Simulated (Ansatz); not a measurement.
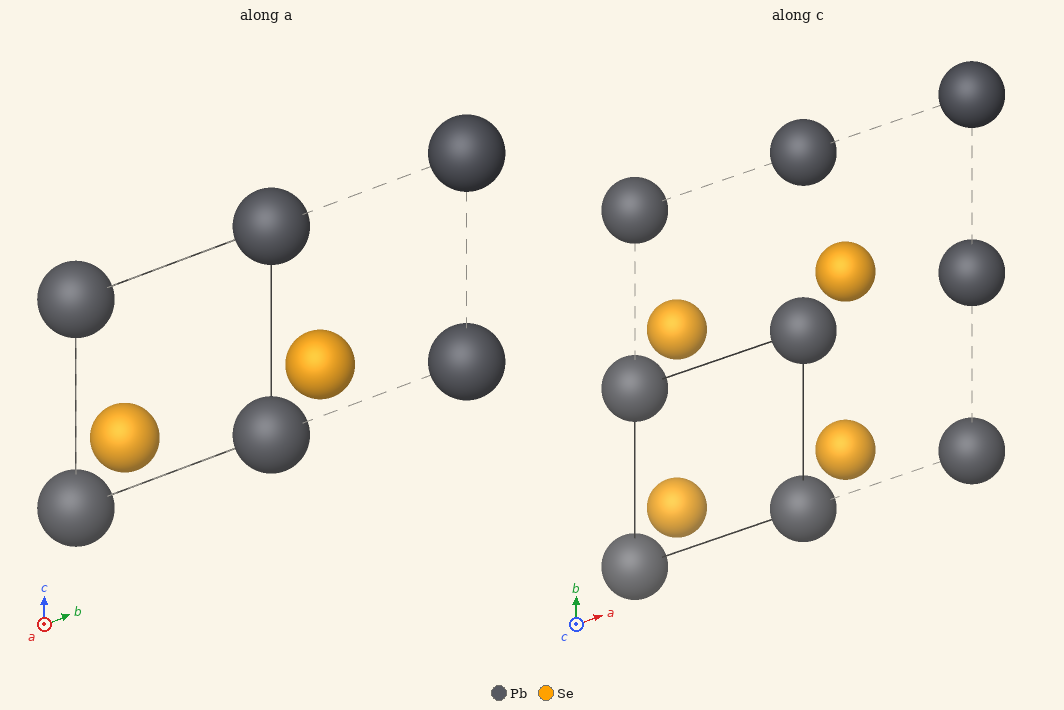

We look at a spheres-only model of the crystal along the a axis and along the c axis. A block of 2×2×1 cells is shown, with one simulation cell in solid outline.

Input deck:
```yaml
crystal:
  lattice:
    - [0.0, 3.423204131, 3.423204131]
    - [3.4909835728, 0.0, 3.423204131]
    - [3.4909835728, 3.423204131, 0.0]
  atoms:
    - { symbol: Pb, position: [0.0, 0.0, 0.0] }
    - { symbol: Se, position: [0.25, 0.25, 0.25] }
kpoints:
  mp_grid: { grid: [6, 6, 6] }
  band_path:
    path:
      - [0.0, 0.0, 0.0]
      - [-0.5, -0.5, 0.0]
      - [-0.375, -0.375, 0.25]
      - [-0.375, 0.0, 0.375]
      - [0.0, 0.0, 0.5]
      - [-0.5, -0.25, 0.25]
      - [0.244792, -0.5, -0.255208]
      - [0.5, 0.0, 0.5]
    npoints: 1
hamiltonian:
  xc: r2scan
scf:
  occupations: { method: fixed }
  n_extra_bands: 4
output:
  forces: true
  stress: true
  eigenvalues: true
  write_density: true
  write_potential: true
  elf: true
  volumetric_format: npy
```
Run as:
```sh
ansatz run input.yaml --threads 4 --pin off --max-ram 3686MiB --backend cpu --events-out ev --progress --plain --runs-dir out
```

All computed values are from Ansatz 0.2.0, DFT, r2SCAN, plane waves, PAW. Settings: plane-wave cutoff 500 eV, a 6×6×6 mesh of k-points, no spin polarisation.

### Is the electronic structure metallic or gapped?

A semiconductor at this level, with a gap of 0.81 eV, indirect; the smallest direct gap is 1.35 eV.

### Give the pressure and its sign.

The computed pressure is -0.7 GPa (stretched: it would shrink).

It derives from a structure type filled with these elements by a generator (whether the compound takes this form wasn't checked). The cell was then strained or its atoms displaced on purpose. It was the input of a calculation with Ansatz.
